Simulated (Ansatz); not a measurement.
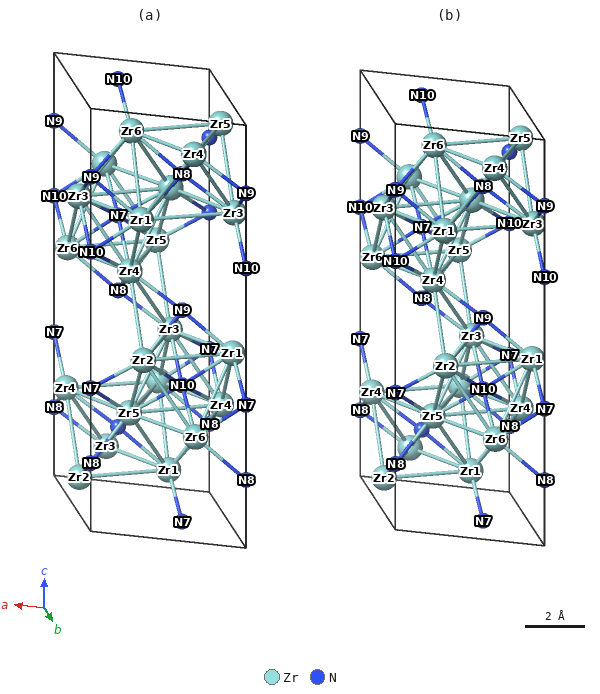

Left: solid Zr3N2 (set up in R-3c). Right: the same structure after one change, at the same scale. Style: ball-and-stick. Shown: the conventional cell (3 times the calculation's cell), from a free direction. Lengths and directions refer to the drawn axes.

All numbers below come from DFT PBEsol, scalar-relativistic, plane waves, PAW (Ansatz). Set-up: plane-wave cutoff 420 eV; k-point mesh 12 × 12 × 12; occupations gaussian; smearing width 0.1 eV; no spin polarisation.

> What was changed?

Equal strain along all axes, −4.0 %, is applied. The cell is then held and the atoms relaxed.

> What does the change do?

The drawn cell changes as follows: a = b 5.599 → 5.375 Å (−4.0 %), c 15.581 → 14.958 Å (−4.0 %); the volume changes by −11.5 %. The largest moves relative to the cell, 0.020 Å, are those of Zr1, Zr2, Zr3, Zr4, Zr5 and Zr6. Zr4 goes along +b. Largest moves by element: Zr 0.020 Å, N 0.011 Å. Near-neighbour distances before and after: Zr–Zr 3.274 → 3.125 Å, Zr–Zr 3.212 → 3.077 Å, Zr–Zr 3.172 → 3.056 Å, N–Zr 2.247 → 2.155 Å. The space group stays R-3c (No. 167). Energy change: +152 meV per atom. Pressure: 0.0 GPa before, 33.1 GPa after. Both are metals.
